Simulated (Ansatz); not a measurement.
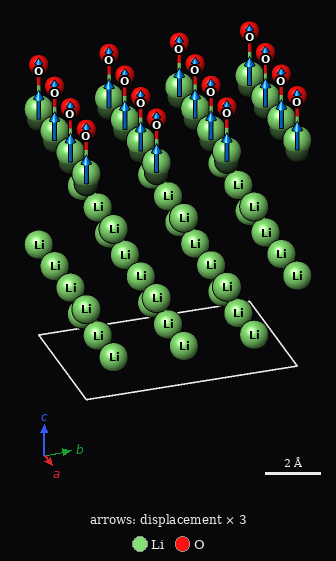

A constrained relaxation of a slab of composition Li4O (cut from the Im-3m phase). The starting structure is drawn faded, the final one solid; blue arrows show the displacements, 3 times their true length.

A ball-and-stick model of the 3 × 3 repeat of the cell, outlined in the plane, without the vacuum, seen slightly off an axis.

Case: O put at a top Li site. The slab is the (1 1 0) face of Li with O on it. 2 atoms are held fixed.

Level of theory: Ansatz 0.2.0, DFT r2SCAN, scalar-relativistic, plane waves, PAW. Set-up: plane-wave cutoff 500 eV; k-point mesh 10 × 10 × 1; occupations gaussian; smearing width 0.1 eV; no spin polarisation; dipole correction; atoms relaxed in a fixed cell; force threshold 0.03 eV/Å; at most 70 steps.

Which element moves most?

Answer. Lithium: up to 0.37 Å, against 0.14 Å for oxygen.

What did the optimiser do to the structure, and how much energy did it gain?

Answer. After 4 accepted moves (5 points after the start) the energy has fallen by 0.243 eV per cell of the calculation. Largest force component: 1.6 eV/Å at the start, 0.0091 eV/Å at the end. 1 step only repeated the SCF at the same geometry. A Li atom moves most: 0.37 Å along the normal (+c). Largest moves by element: Li 0.37 Å, O 0.14 Å. The cell stays as it was. Near-neighbour distances that change, for instance: Li–O 1.940 → 1.702 Å. The run took 99 s on 1 thread of Intel(R) Xeon(R) Platinum 8488C (Sapphire Rapids) (shared host), peak memory 0.92 GiB.

Limits of the set-up: the periodic images lie only 3.0 Å apart, so the values are limited by the cell's size.
